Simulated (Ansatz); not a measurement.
## Geometry relaxation, with input and output: Zn15Se16 (charge −2) (part 2 of 3)

Continued. System: Zn15Se16 (defect cell, 31 atoms in the cell, total charge −2). Method: DFT PBE, scalar-relativistic, plane waves, PAW, spin-polarised (Ansatz 0.2.0); cutoff 420 eV, 2×2×2 k-mesh, Gaussian smearing of 0.02 eV, collinear spins. The structure derives from a Materials Project entry. It belongs to a series of runs on one base structure; here: V_Zn, charge -2, atoms relaxed at the host's cell.

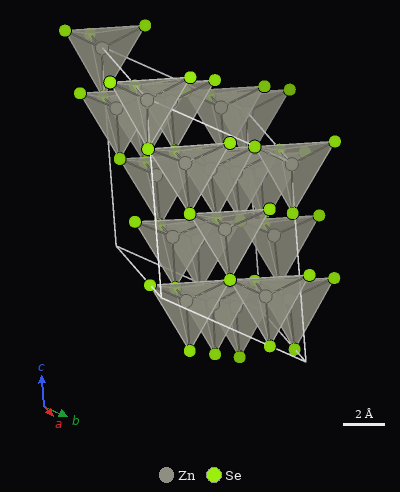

Fig. 1: The geometry at step 3 of the log (polyhedral view of the cell of the calculation, seen slightly off an axis; polyhedra are completed across the faces of the cell).

Output, continued:
```
--- Per-component energies (eV) ---
  E_band       = -6383.136102
  E_kinetic    = 3875.669196
  E_local      = -70007.501769  (includes V_loc(G=0)·N_el)
  E_nonlocal   = -314.963586
  E_hartree    = 32443.214867
  E_xc         = -3736.025474
  E_vxc        = -2363.900857  (∫ρ·V_xc dr)
  E_paw        = -58005.040375  (= ΣΔE_a)
  E_vpaw       = -2458.852151  (= ΣTr[D̂ρ^β])
  E_aug_tail   = -0.014732  (compensation charges beyond the density's cutoff)
  E_ewald      = -41553.758415
  E_smearing   = -0.000000  (= −TS)
  E_closure    = -0.000000  (closes the sum)
  E_deformation_potential = -23.491726  (in the stress; not in F)
  Σ components = -137298.420290   (vs F -137298.420290, Δ=0.00e0)
--- Forces (eV/Å), atoms counted from 1 ---
  atom   1  Zn     0.00061717    -0.00191950     0.00167420
  atom   2  Zn     0.00195153    -0.00041942     0.00177721
  atom   3  Zn     0.00037092     0.00023356     0.00021211
  atom   4  Zn    -0.00149691     0.00193417     0.00040316
  atom   5  Zn     0.00065337     0.00015313     0.00015554
  atom   6  Zn     0.00064575     0.00156049    -0.00175793
  atom   7  Zn    -0.00146908     0.00061911     0.00170421
  atom   8  Zn    -0.00134189     0.00202147     0.00117430
  atom   9  Zn    -0.00099578    -0.00063329    -0.00189139
  atom  10  Zn     0.00125173     0.00223488    -0.00103174
  atom  11  Zn     0.00075209     0.00015690     0.00021082
  atom  12  Zn    -0.00172450    -0.00185825    -0.00091030
  atom  13  Zn    -0.00098648    -0.00190131    -0.00139820
  atom  14  Zn     0.00198052     0.00033263    -0.00164099
  atom  15  Zn     0.00132691    -0.00172812     0.00080163
  atom  16  Se     0.00495994    -0.00503932    -0.00506088
  atom  17  Se     0.00046217     0.00095329     0.00091424
  atom  18  Se    -0.00102190    -0.00124960     0.00081393
  atom  19  Se     0.00102435    -0.00079004    -0.00032823
  atom  20  Se    -0.00078401     0.00103393    -0.00119125
  atom  21  Se     0.00102878    -0.00095238    -0.00099349
  atom  22  Se     0.00071877     0.00106535     0.00086551
  atom  23  Se    -0.00125373    -0.00064027     0.00140683
  atom  24  Se     0.00091634     0.00064902     0.00045763
  atom  25  Se    -0.00111088    -0.00135603     0.00106142
  atom  26  Se    -0.00100791     0.00062568    -0.00102299
  atom  27  Se     0.00057260    -0.00100570    -0.00095583
  atom  28  Se    -0.00108392     0.00111867    -0.00092503
  atom  29  Se     0.00517557     0.00503234     0.00531810
  atom  30  Se    -0.00506350    -0.00502334     0.00499536
  atom  31  Se    -0.00506318     0.00479328    -0.00483694
  max |Σ_I F_I| component: 4.86e-6 eV/Å
--- Charged-cell corrections in eV (Makov–Payne, q = -2.000 e, ε = 10.790) ---
  F (periodic)     = -137298.420290  (uncorrected; the corrections below are reported, never added to it)
  E_corr1          = +0.847368  (monopole, q²α_M/2εL)
  F Makov-Payne    = -137297.572922  (F + E_corr1; no measured alignment; for a localised charge, not one spread in a band: unchecked)
  no potential alignment in this run, which stands beside a crystal: run the host's input off ansatz write-host-input, and read the two finished runs by ansatz place-levels (neither reads a slab, a wire or a sheet, whose cell leaves a vacuum)
--- Band table (eV; the first three rows and the last of 8) ---
  k-point 0 ↑: bands = ["-40.8206", "-40.8206", "-40.8206", "-40.8205", "-40.8205", "-40.8205", "-40.8205", "-40.8205", "-40.8204", "-40.8204", ... 54 levels left out ..., "-40.3212", "-40.3212", "-40.3211", "-40.3211", "-40.2610", "-40.2609", "-40.2609", "-40.2608", "-40.2607", "-40.2607", "-40.2606", "-40.2606", "-40.2406", "-40.2405", "-40.2404", "-40.2403", "-6.6910", "-6.6910", "-6.6909", "-6.5292", "-6.2156", "-6.2156", "-6.2155", "-6.2153", "-6.2152", "-6.2091", "-6.2091", "-6.2090", "-5.8511",
      "-5.7571", "-5.7570", "-5.7569", "-0.4384", "-0.4384", "-0.4384", "-0.4295", "-0.4273", "-0.4272", "-0.4272", "-0.4213", "-0.4213", "-0.3784", "-0.3784", "-0.3783", "-0.3763", "-0.3763", "-0.3762", "-0.3538", "-0.3538", "-0.3538", "-0.3377", "-0.3376", "-0.3376", "-0.3319", "-0.3319", "-0.3250", "-0.3250", "-0.3249", "-0.3249", "-0.2910", "-0.2910", "-0.2670", "-0.2669", "-0.2669", "-0.2649", "-0.2201", "-0.2201", "-0.2201", "-0.2174",
      "-0.2174", "-0.2174", "-0.1966", "-0.1966", "-0.1966", "-0.1760", "-0.1706", "-0.1706", "-0.1463", "-0.1463", "-0.1463", "-0.1378", "-0.1378", "-0.1378", "-0.1017", "-0.1017", "-0.1017", "-0.0916", "-0.0916", "-0.0859", "-0.0859", "-0.0858", "-0.0786", "-0.0752", "-0.0751", "-0.0751", "-0.0120", "-0.0120", "-0.0120", "0.0003", "0.0003", "0.0143", "0.0143", "0.0143", "0.0242", "0.0242", "0.0242", "0.0693", "1.5136", "1.5136",
      "1.5137", "1.5720", "1.5720", "1.5855", "1.5856", "1.5856", "1.6095", "1.6095", "1.6096", "2.4654", "3.0406", "3.0407", "3.0408", "3.4533", "3.6718", "3.6718", "3.6719", "3.6788", "3.6789", "3.7117", "3.7118", "3.7118", "3.8428", "3.8428", "3.8429", "4.4601", "4.4602", "4.4602", "4.4915", "4.4915", "4.5195", "4.5557", "4.5880", "4.5881", "4.5881", "4.9490", "4.9491", "4.9491", "5.5519", "5.5520",
      "5.5520", "5.5598", "5.5598", "5.9091", "5.9092", "5.9093", "8.6656", "8.6657", "8.6657", "8.9671", "9.6196", "9.6197", "9.6971", "9.6971", "9.6972", "9.6975", "9.6976", "9.6977", "9.8794", "9.8795", "9.8796", "10.5017", "11.3675", "11.3676", "11.3679", "11.4589", "11.4591", "11.4592", "11.5083", "11.5083", "11.6296", "11.6296", "11.6298", "12.3363", "12.3363", "12.3983", "12.4088", "12.4089", "12.4090", "12.4628",
      "12.4630", "12.4631", "12.8363", "12.8364", "12.8364", "13.3809", "13.3811", "13.3812", "13.3915", "13.4894", "13.4895"]
  k-point 1 ↑: bands = ["-40.8206", "-40.8206", "-40.8205", "-40.8205", "-40.8205", "-40.8205", "-40.8205", "-40.8205", "-40.8204", "-40.8204", ... 54 levels left out ..., "-40.3212", "-40.3212", "-40.3211", "-40.3211", "-40.2610", "-40.2609", "-40.2609", "-40.2608", "-40.2607", "-40.2607", "-40.2606", "-40.2606", "-40.2406", "-40.2405", "-40.2404", "-40.2403", "-6.8652", "-6.5354", "-6.4794", "-6.4792", "-6.4417", "-6.3039", "-6.2816", "-6.2815", "-6.2572", "-6.1564", "-6.1190", "-6.1189", "-5.8970",
      "-5.7457", "-5.7331", "-5.7330", "-0.4640", "-0.4439", "-0.4439", "-0.4312", "-0.4312", "-0.4151", "-0.4120", "-0.4119", "-0.4106", "-0.4065", "-0.3946", "-0.3820", "-0.3758", "-0.3714", "-0.3644", "-0.3613", "-0.3491", "-0.3490", "-0.3363", "-0.3363", "-0.3359", "-0.3352", "-0.3256", "-0.3187", "-0.3173", "-0.3172", "-0.3098", "-0.2975", "-0.2975", "-0.2874", "-0.2874", "-0.2828", "-0.2717", "-0.2447", "-0.2256", "-0.2256", "-0.1955",
      "-0.1913", "-0.1861", "-0.1836", "-0.1825", "-0.1691", "-0.1690", "-0.1664", "-0.1461", "-0.1428", "-0.1428", "-0.1217", "-0.1217", "-0.1213", "-0.1144", "-0.1104", "-0.1082", "-0.1082", "-0.1001", "-0.0980", "-0.0961", "-0.0961", "-0.0943", "-0.0911", "-0.0792", "-0.0792", "-0.0769", "-0.0752", "-0.0683", "-0.0632", "-0.0368", "-0.0368", "-0.0252", "0.0528", "0.0528", "0.0591", "0.0771", "0.0857", "0.0857", "1.3891", "1.4411",
      "1.4411", "1.4524", "1.4669", "1.4765", "1.5323", "1.6156", "1.6157", "1.8714", "2.2668", "2.6633", "2.7020", "2.7020", "3.1598", "3.1762", "3.2346", "3.2347", "3.6066", "3.6531", "3.7750", "3.7750", "3.8637", "4.1952", "4.1952", "4.3150", "4.3605", "4.3839", "4.3839", "4.4179", "4.4179", "4.4371", "4.4391", "4.4752", "4.6345", "4.6347", "4.8299", "5.0688", "5.0787", "5.1891", "5.1902", "5.1903",
      "5.2715", "5.4093", "5.4095", "5.5393", "5.8482", "5.8484", "8.6383", "9.2716", "9.2717", "9.2775", "9.3612", "9.4190", "9.7024", "9.8971", "9.8972", "9.9209", "10.0486", "10.0486", "10.1171", "10.1894", "10.4352", "10.4733", "10.5708", "10.5711", "10.8004", "10.9730", "11.0379", "11.0380", "11.1398", "11.6996", "11.8185", "11.8816", "11.8816", "12.0287", "12.0806", "12.0807", "12.1219", "12.4679", "12.4681", "12.5622",
      "12.6716", "12.6717", "12.7089", "12.7232", "12.7260", "12.7261", "12.7530", "12.7540", "12.7756", "13.3160", "13.3162"]
  k-point 2 ↑: bands = ["-40.8206", "-40.8206", "-40.8205", "-40.8205", "-40.8205", "-40.8205", "-40.8205", "-40.8205", "-40.8204", "-40.8204", ... 54 levels left out ..., "-40.3212", "-40.3212", "-40.3211", "-40.3211", "-40.2610", "-40.2609", "-40.2609", "-40.2608", "-40.2607", "-40.2607", "-40.2606", "-40.2606", "-40.2406", "-40.2405", "-40.2404", "-40.2403", "-6.8652", "-6.5355", "-6.4793", "-6.4793", "-6.4416", "-6.3039", "-6.2816", "-6.2816", "-6.2572", "-6.1565", "-6.1189", "-6.1189", "-5.8970",
      "-5.7457", "-5.7331", "-5.7330", "-0.4640", "-0.4439", "-0.4439", "-0.4312", "-0.4312", "-0.4151", "-0.4120", "-0.4119", "-0.4105", "-0.4065", "-0.3946", "-0.3820", "-0.3758", "-0.3715", "-0.3644", "-0.3613", "-0.3490", "-0.3490", "-0.3363", "-0.3363", "-0.3359", "-0.3353", "-0.3256", "-0.3187", "-0.3172", "-0.3172", "-0.3098", "-0.2975", "-0.2975", "-0.2874", "-0.2874", "-0.2828", "-0.2717", "-0.2447", "-0.2256", "-0.2256", "-0.1955",
      "-0.1913", "-0.1861", "-0.1836", "-0.1825", "-0.1691", "-0.1691", "-0.1664", "-0.1461", "-0.1428", "-0.1428", "-0.1217", "-0.1217", "-0.1213", "-0.1144", "-0.1104", "-0.1082", "-0.1082", "-0.1001", "-0.0980", "-0.0961", "-0.0961", "-0.0943", "-0.0911", "-0.0792", "-0.0792", "-0.0769", "-0.0752", "-0.0683", "-0.0632", "-0.0368", "-0.0368", "-0.0252", "0.0528", "0.0528", "0.0591", "0.0771", "0.0857", "0.0857", "1.3891", "1.4411",
      "1.4411", "1.4524", "1.4668", "1.4765", "1.5322", "1.6157", "1.6157", "1.8714", "2.2669", "2.6633", "2.7020", "2.7020", "3.1598", "3.1762", "3.2347", "3.2347", "3.6066", "3.6531", "3.7750", "3.7750", "3.8637", "4.1952", "4.1952", "4.3150", "4.3604", "4.3839", "4.3839", "4.4179", "4.4179", "4.4371", "4.4391", "4.4752", "4.6346", "4.6346", "4.8299", "5.0688", "5.0786", "5.1891", "5.1903", "5.1903",
      "5.2714", "5.4094", "5.4095", "5.5393", "5.8483", "5.8483", "8.6384", "9.2717", "9.2717", "9.2775", "9.3612", "9.4190", "9.7024", "9.8971", "9.8971", "9.9209", "10.0486", "10.0486", "10.1171", "10.1894", "10.4352", "10.4733", "10.5709", "10.5710", "10.8002", "10.9732", "11.0380", "11.0380", "11.1398", "11.6998", "11.8184", "11.8816", "11.8817", "12.0287", "12.0806", "12.0806", "12.1219", "12.4679", "12.4680", "12.5622",
      "12.6716", "12.6717", "12.7090", "12.7232", "12.7260", "12.7261", "12.7530", "12.7539", "12.7756", "13.3162", "13.3162"]
  k-point 3 ↓: bands = ["-40.8206", "-40.8206", "-40.8205", "-40.8205", "-40.8205", "-40.8205", "-40.8205", "-40.8205", "-40.8204", "-40.8204", ... 54 levels left out ..., "-40.3212", "-40.3212", "-40.3211", "-40.3211", "-40.2610", "-40.2609", "-40.2609", "-40.2608", "-40.2607", "-40.2607", "-40.2606", "-40.2606", "-40.2406", "-40.2405", "-40.2404", "-40.2403", "-6.8652", "-6.5354", "-6.4793", "-6.4793", "-6.4417", "-6.3039", "-6.2816", "-6.2815", "-6.2572", "-6.1565", "-6.1190", "-6.1189", "-5.8970",
      "-5.7457", "-5.7331", "-5.7330", "-0.4640", "-0.4439", "-0.4439", "-0.4312", "-0.4312", "-0.4151", "-0.4120", "-0.4119", "-0.4105", "-0.4065", "-0.3946", "-0.3820", "-0.3758", "-0.3714", "-0.3644", "-0.3613", "-0.3491", "-0.3490", "-0.3363", "-0.3363", "-0.3359", "-0.3353", "-0.3256", "-0.3187", "-0.3172", "-0.3172", "-0.3098", "-0.2975", "-0.2975", "-0.2874", "-0.2874", "-0.2828", "-0.2717", "-0.2447", "-0.2256", "-0.2256", "-0.1955",
      "-0.1913", "-0.1861", "-0.1836", "-0.1825", "-0.1691", "-0.1691", "-0.1664", "-0.1461", "-0.1428", "-0.1428", "-0.1217", "-0.1217", "-0.1213", "-0.1144", "-0.1104", "-0.1082", "-0.1082", "-0.1001", "-0.0980", "-0.0961", "-0.0961", "-0.0943", "-0.0911", "-0.0792", "-0.0792", "-0.0769", "-0.0752", "-0.0683", "-0.0632", "-0.0368", "-0.0368", "-0.0252", "0.0528", "0.0528", "0.0591", "0.0771", "0.0857", "0.0857", "1.3891", "1.4411",
      "1.4411", "1.4524", "1.4669", "1.4765", "1.5322", "1.6156", "1.6157", "1.8714", "2.2669", "2.6633", "2.7020", "2.7020", "3.1598", "3.1762", "3.2347", "3.2347", "3.6066", "3.6531", "3.7750", "3.7750", "3.8637", "4.1952", "4.1952", "4.3150", "4.3604", "4.3839", "4.3839", "4.4179", "4.4179", "4.4371", "4.4391", "4.4752", "4.6345", "4.6347", "4.8299", "5.0688", "5.0786", "5.1891", "5.1902", "5.1903",
      "5.2715", "5.4094", "5.4094", "5.5393", "5.8482", "5.8484", "8.6383", "9.2717", "9.2717", "9.2775", "9.3612", "9.4190", "9.7024", "9.8971", "9.8972", "9.9209", "10.0485", "10.0486", "10.1171", "10.1894", "10.4352", "10.4733", "10.5709", "10.5710", "10.8004", "10.9731", "11.0379", "11.0380", "11.1398", "11.6997", "11.8185", "11.8816", "11.8817", "12.0287", "12.0806", "12.0807", "12.1219", "12.4680", "12.4680", "12.5622",
      "12.6716", "12.6717", "12.7089", "12.7232", "12.7260", "12.7262", "12.7530", "12.7540", "12.7756", "13.3161", "13.3162"]
--- Relaxed structure (3 steps of the walk, 3 accepted, 0 SCFs on fresh bases) ---
  F+E_penalty+E_count = -137298.42029041 eV   max|allowed force component| = 5.318e-3 eV/Å
  atoms:
    - { symbol: Zn, position: [0.4964101637004469, -0.010960223812057829, 0.4997737689877616] }
    - { symbol: Zn, position: [0.4964038732269547, 0.7503164727821314, 0.7385044289088852] }
    - { symbol: Zn, position: [0.2503291573301252, 0.25029928528892137, 0.49974672551138744] }
    - { symbol: Zn, position: [0.243000622561166, 0.004260271211841471, 0.7537111275429806] }
    - { symbol: Zn, position: [0.2503493924693494, 0.7503193469030573, -0.00024655395594239127] }
    - { symbol: Zn, position: [-0.010918411123307919, 0.49638084413200895, 0.49977752175095386] }
    - { symbol: Zn, position: [0.004256873181937959, 0.2429856658515439, 0.75369026879861] }
    - { symbol: Zn, position: [0.004215935994881679, 0.004222719322111825, -0.007546152924185555] }
    - { symbol: Zn, position: [-0.01088271752285383, 0.7503395285767784, 0.24585033902652897] }
    - { symbol: Zn, position: [0.7502991689180492, 0.496382543981367, 0.7385196112931128] }
    - { symbol: Zn, position: [0.7503533292881571, 0.25032866072013354, -0.0002384715785678504] }
    - { symbol: Zn, position: [0.7503287845821912, -0.010943005170397868, 0.24586040884874444] }
    - { symbol: Zn, position: [0.5115740087617483, 0.5115396713149477, 0.007082876692945014] }
    - { symbol: Zn, position: [0.5116043232704166, 0.25764213700012284, 0.26103065506486095] }
    - { symbol: Zn, position: [0.2576371022574502, 0.5115350877569298, 0.26100542455628445] }
    - { symbol: Se, position: [-0.011257874662056355, -0.011266628079236174, 0.73820396254425] }
    - { symbol: Se, position: [0.7503220299876173, 0.24837996228840042, 0.7487653487605709] }
    - { symbol: Se, position: [0.7503155155972909, -0.0006793165459419992, -0.002144722417832867] }
    - { symbol: Se, position: [0.5013051608486395, 0.5012947789901283, 0.7488220613505107] }
    - { symbol: Se, position: [0.5012743553275915, 0.2522381854149116, 0.0016999551830350068] }
    - { symbol: Se, position: [0.50132548912109, -0.0006209143824495306, 0.2507687458353687] }
    - { symbol: Se, position: [0.2484056022303323, 0.750318117959923, 0.7487651538644595] }
    - { symbol: Se, position: [0.2522477941158321, 0.5012336470311829, 0.001679623990931009] }
    - { symbol: Se, position: [0.2522559533463689, 0.2522236451099523, 0.2506944304477362] }
    - { symbol: Se, position: [0.24842433247471957, -0.0006785894097951217, 0.49978743610194465] }
    - { symbol: Se, position: [-0.0006530253049332191, 0.7503049059418745, -0.002158419752644747] }
    - { symbol: Se, position: [-0.0005988200598809335, 0.5013060317806167, 0.2507699871368] }
    - { symbol: Se, position: [-0.0006614419694841445, 0.24837983663074087, 0.49976507703907286] }
    - { symbol: Se, position: [0.7503406317281788, 0.7502979122212838, 0.2613264241602461] }
    - { symbol: Se, position: [0.7503370380775987, 0.5118955835112996, 0.4997814271221207] }
    - { symbol: Se, position: [0.5119142478443829, 0.7502848050776687, 0.49975056670907136] }
--- Löwdin populations: 31 sites ---
  site symbol       q [e]    m [muB]
     0     Zn     10.7987     0.0000
     1     Zn     10.7987     0.0000
     2     Zn     10.7934    -0.0000
     3     Zn     10.7987     0.0000
     4     Zn     10.7934     0.0000
     5     Zn     10.7987     0.0000
     6     Zn     10.7987     0.0000
     7     Zn     10.7987     0.0000
     8     Zn     10.7987    -0.0000
     9     Zn     10.7987     0.0000
    10     Zn     10.7934    -0.0000
    11     Zn     10.7987     0.0000
    12     Zn     10.7987    -0.0000
    13     Zn     10.7987     0.0000
    14     Zn     10.7987     0.0000
    15     Se     17.0096    -0.0000
    16     Se     17.0703     0.0000
    17     Se     17.0703     0.0000
    18     Se     17.0704     0.0000
    19     Se     17.0703     0.0000
    20     Se     17.0703     0.0000
    21     Se     17.0703     0.0000
    22     Se     17.0704     0.0000
    23     Se     17.0703     0.0000
    24     Se     17.0703     0.0000
    25     Se     17.0704     0.0000
    26     Se     17.0704     0.0000
    27     Se     17.0703     0.0000
    28     Se     17.0097     0.0000
    29     Se     17.0096    -0.0000
    30     Se     17.0096    -0.0000
  spilling = 0.007198 (of n_electrons = 438.000000)
```
